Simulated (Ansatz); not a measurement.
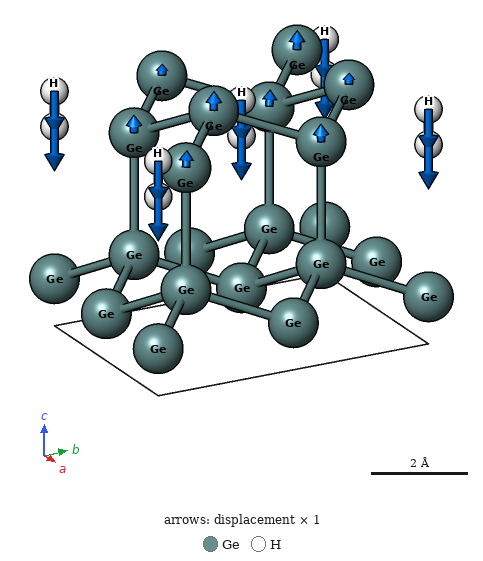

A constrained relaxation of a slab of composition Ge$_{4}$H (cut from the Fd-3m phase). The starting structure is drawn; blue arrows show the displacements, at their true length.

The picture is a ball-and-stick view of the cell of the calculation, outlined in the plane, without the vacuum (origin shifted), seen slightly off an axis.

Case: 2 H2 a cell, upright, over a hollow Ge-Ge site. The slab is the (1 1 1) face of Ge with H2 on it. 8 atoms are held fixed.

Theory: DFT PBE+D3(BJ), scalar-relativistic, plane waves, PAW (Ansatz 0.2.0).

The input:
```yaml
crystal:
  lattice:
    - [8.0601468099, 0.0, 0.0]
    - [-4.0300734049, 6.9802918956, 0.0]
    - [0.0, 0.0, 22.863176445]
  atoms:
    - { symbol: Ge, position: [0.6666666667, 0.3333333333, 0.349907635] }
    - { symbol: Ge, position: [0.6666666667, 0.8333333333, 0.349907635] }
    - { symbol: Ge, position: [0.1666666667, 0.3333333333, 0.349907635] }
    - { symbol: Ge, position: [0.1666666667, 0.8333333333, 0.349907635] }
    - { symbol: Ge, position: [0.5, 0.5, 0.3858884312] }
    - { symbol: Ge, position: [0.5, 0.0, 0.3858884312] }
    - { symbol: Ge, position: [0.0, 0.5, 0.3858884312] }
    - { symbol: Ge, position: [0.0, 0.0, 0.3858884312] }
    - { symbol: Ge, position: [0.0, 0.5, 0.4992607467] }
    - { symbol: Ge, position: [0.0, 0.0, 0.4992607467] }
    - { symbol: Ge, position: [0.5, 0.5, 0.4992607467] }
    - { symbol: Ge, position: [0.5, 0.0, 0.4992607467] }
    - { symbol: Ge, position: [0.8333333333, 0.6666666667, 0.5333308007] }
    - { symbol: Ge, position: [0.8333333333, 0.1666666667, 0.5333308007] }
    - { symbol: Ge, position: [0.3333333333, 0.6666666667, 0.5333308007] }
    - { symbol: Ge, position: [0.3333333333, 0.1666666667, 0.5333308007] }
    - { symbol: H, position: [0.6666666667, 0.3333333333, 0.4913418845] }
    - { symbol: H, position: [0.6666666667, 0.3333333333, 0.5241457253] }
    - { symbol: H, position: [1.1666666667, 0.8333333333, 0.4913418845] }
    - { symbol: H, position: [1.1666666667, 0.8333333333, 0.5241457253] }
basis:
  ecutwfc: 420
kpoints:
  mp_grid: { grid: [3, 3, 1] }
hamiltonian:
  xc: pbe
  dispersion: d3bj
scf:
  occupations: { method: gaussian, width: 0.1 }
output:
  forces: true
  eigenvalues: true
  write_density: true
  write_potential: true
  elf: true
  volumetric_format: npy
relax:
  adjacent_minimum: "off"
  f_tol: 0.04
  max_steps: 100
  constraints: [{ sites: [0, 1, 2, 3, 4, 5, 6, 7] }]
efield:
  axis: 3
  dipole_correction: true
  ramp_width: 0.04
```

Launched with:
```bash
ansatz run input.yaml --threads 4 --pin off --max-ram 10240MiB --backend cpu --events-out ev --progress --plain --runs-dir out
```

### What happened in the run?

The largest moves, 0.97 Å, are those of H17 and H19. H17 goes along the normal (−c). Largest moves by element: H 0.97 Å, Ge 0.43 Å. The cell stays as it was. Near-neighbour distances that change, for instance: Ge6–Ge12 2.592 → 2.990 Å, Ge5–Ge11 2.592 → 2.956 Å, Ge10–Ge14 2.454 → 2.418 Å, H17–H18 0.750 → 0.775 Å. Among the angles between lasting bonds that change: Ge10–Ge16–Ge12 110.4° → 114.2°, Ge9–Ge15–Ge11 110.4° → 108.2°. After 8 accepted moves (9 points after the start) the energy has fallen by 1.631 eV per cell of the calculation. The largest force component goes from 0.76 to 0.013 eV/Å. The line search rejected the trial step at point 8 of the run.

Limits of the set-up: the periodic images lie only 8.1 Å apart, so the values are limited by the cell's size.
